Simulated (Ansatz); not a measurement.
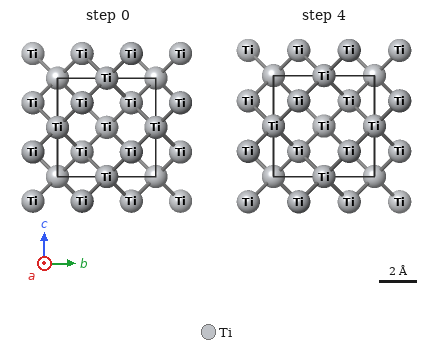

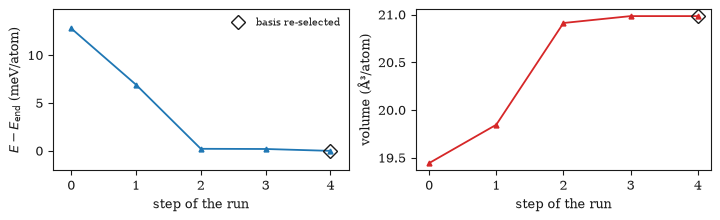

First and last geometry of a relaxation of a crystal of Ti (built on the diamond_227 type), with the history of the run. The picture is a ball-and-stick view of the conventional cell (4 times the calculation's cell), seen along the a axis. Lengths and directions refer to the drawn axes.

Case: diamond type (Fd-3m, No. 227).

Level of theory: DFT PBEsol, scalar-relativistic, plane waves, PAW (Ansatz). Settings: plane-wave cutoff 420 eV; k-point mesh 18 × 18 × 18; occupations gaussian; smearing width 0.1 eV; no spin polarisation; cell and atoms relaxed; force threshold 0.01 eV/Å; at most 80 steps.

> Read the history and describe the run.

It converged. No atom moves by more than 0.005 Å relative to the cell. Cell: a = b = c 5.378 → 5.517 Å (+2.6 %). Volume +7.9 %. Near-neighbour distances that change, for instance: Ti–Ti 2.329 → 2.389 Å. The space group stays Fd-3m (No. 227). The energy falls by 12.8 meV per atom in 3 accepted moves (4 points after the start). All forces vanish by symmetry, so only the cell relaxes. The pressure goes from 2.77 to 0.02 GPa. The SCF was repeated once at an unchanged geometry on a basis and grid sized afresh for the cell, which shifted the energy by 0.2 meV per atom at most. The run took of the order of 21 core-seconds on a shared host.
